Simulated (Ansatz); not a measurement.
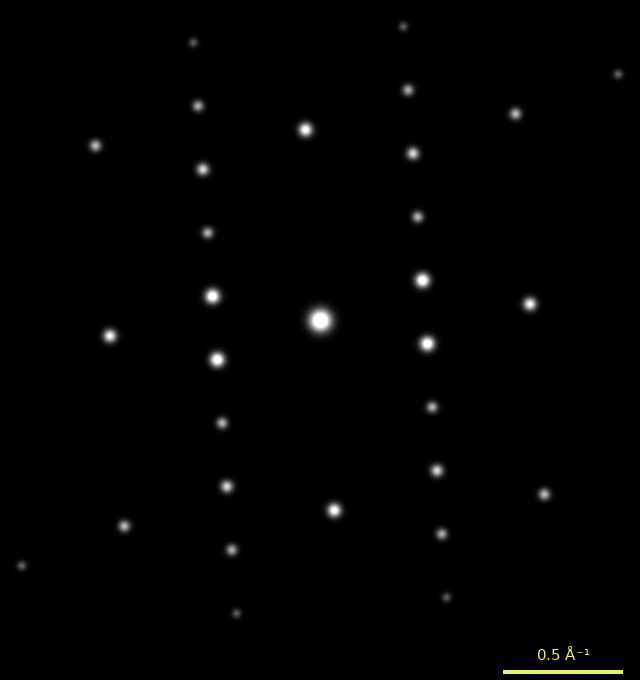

Kinematic zone-axis pattern, calculated for 100 keV electrons with B = 0.5 Å².

Phase: Rh, space group P6/mmm (No. 191), a = 4.30 Å, c = 2.64 Å (hexagonal axes). Structure: the geometry relaxed with DFT, r2SCAN, plane waves (500 eV) with PAW, scalar-relativistic (Ansatz 0.2.0); the starting structure was generated, so it need not be a known form of this composition.

**Measure the pattern against the scale bar and name the zone.**

The spots form a centred rectangular net whose two shortest vectors correspond to d = 3.73 Å and 2.15 Å, 73.2° apart. They index as 0 1 0 (itself too weak to see) and 1 0 -1, so the zone axis is ±[101] (or an equivalent direction of <101>).

**List the strongest reflections.**

Strongest reflections with d > 0.80 Å, one of each family (|F|² from tabulated Gaussian fits of the electron scattering factors, times a small damping for the curvature of the Ewald sphere):

```
    hkl  d (Å)  I (strongest = 100)
 1 0 -1  2.154                  100
  0 3 0  1.242                   67
2 -1 -2  1.125                   50
 1 2 -1  1.243                   30
 2 2 -2  0.834                   18
 1 1 -1  1.668                   15
```
